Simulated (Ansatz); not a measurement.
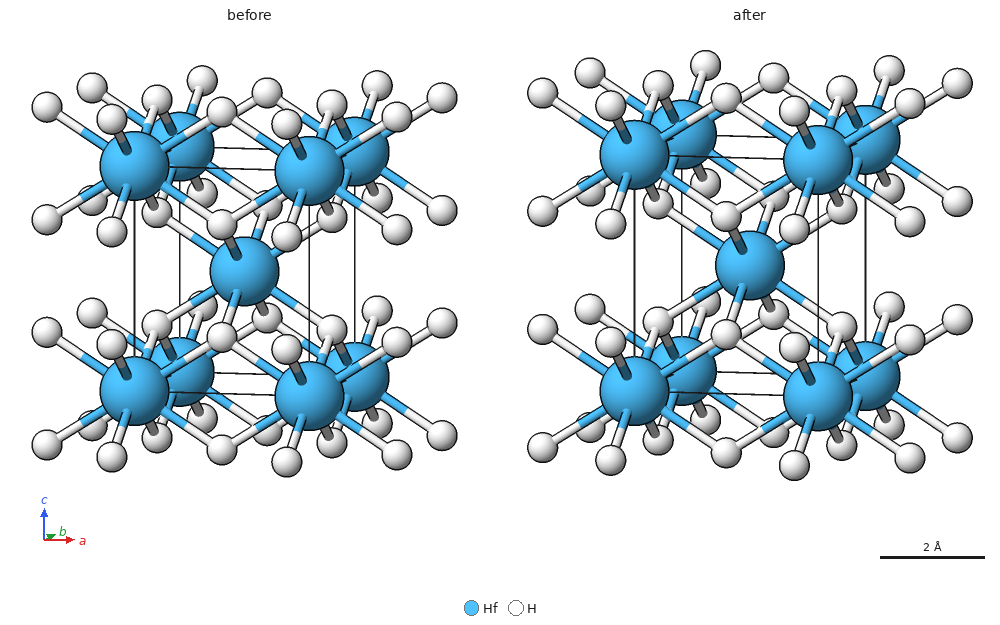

Left: a symmetric starting cell of HfH₂. Right: the same structure after one change, at the same scale. The picture is a ball-and-stick view of the conventional cell (2 times the calculation's cell), seen slightly off an axis. Lengths and directions refer to the drawn axes.

These are results of DFT r2SCAN, scalar-relativistic, plane waves, PAW (Ansatz), not measurements. (plane-wave cutoff 500 eV; k-point mesh 16 × 16 × 16; occupations gaussian; smearing width 0.1 eV; no spin polarisation)

**What was changed?**

All lengths are scaled by +4.9 % (volume +15.6 %), the atoms keeping their fractional coordinates. No relaxation follows. The starting cell wasn't computed here and needn't be at equilibrium, so pressure and forces aren't due to the change alone.

**And its effect?**

The pressure is −18.5 GPa (not all of it need come from the change, since the unchanged cell can be under pressure at this level too). The principal stresses (compression positive) are −17.7 GPa along c and −18.9 GPa across it. All forces vanish by symmetry. Near-neighbour distances before and after: H–Hf 2.053 → 2.154 Å. The space group stays I4/mmm (No. 139).
